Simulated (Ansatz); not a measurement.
System: Fe.

```cif
data_structure
_symmetry_space_group_name_H-M 'P 1'
_symmetry_Int_Tables_number 1
_cell_length_a 2.8470
_cell_length_b 2.8470
_cell_length_c 2.8470
_cell_angle_alpha 90.000
_cell_angle_beta 90.000
_cell_angle_gamma 90.000
_cell_volume 23.08
loop_
_atom_site_label
_atom_site_type_symbol
_atom_site_fract_x
_atom_site_fract_y
_atom_site_fract_z
_atom_site_occupancy
Fe1 Fe 0.00000 0.00000 0.00000 1
Fe2 Fe 0.50000 0.50000 0.50000 1
```

Space group Im-3m; computed pressure about 7 GPa in this cell; spin-polarised.

Theory: Ansatz 0.2.0, Kohn-Sham DFT of a periodic cell, HSEsol, Ansatz PAW.

Predict the valence pseudo-density, electron localisation function and spin density between the atoms.

Answer. Fe–Fe (2.47 Å): ρ is about 0.34 e/Å³ halfway; the ELF is about 0.25 at the midpoint; no localised pair shows between them.
The spin density sits on Fe: +3.0 μB (×2) in one cell of 2 atoms: parallel main moments, as they must be, since the calculation's own cell holds one magnetic site. The cell of the calculation (1 atoms) carries 2.9 μB of net spin moment.

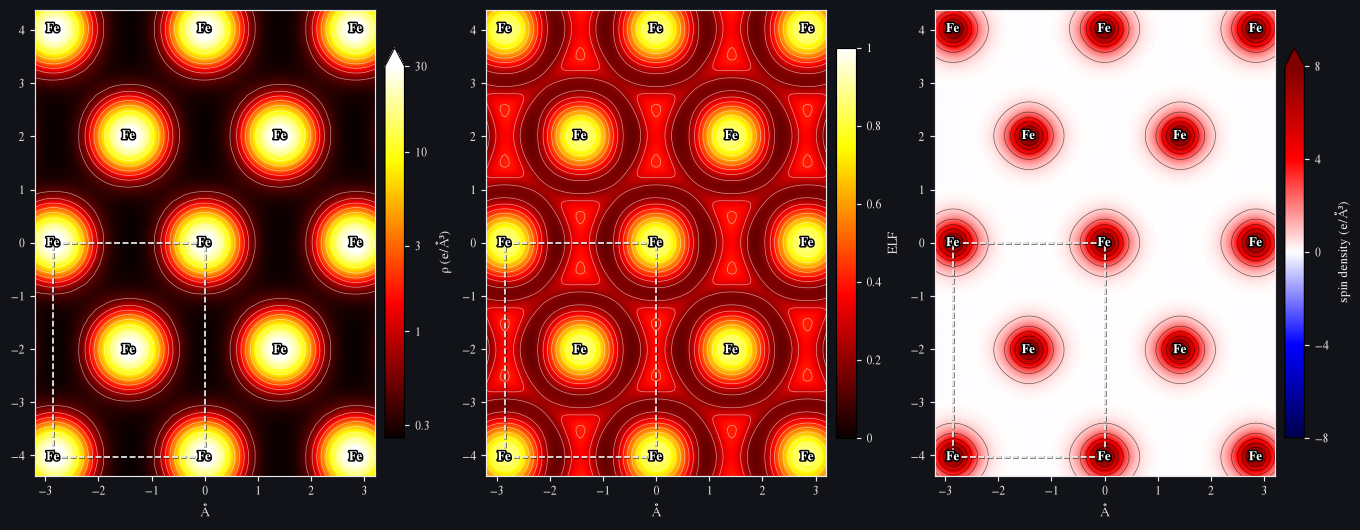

Computed valence pseudo-density, electron localisation function and spin density on the (101̄) plane of the conventional cell, in this order. 

The density is the valence pseudo-density of a PAW calculation; it isn't the true density close to the nuclei.
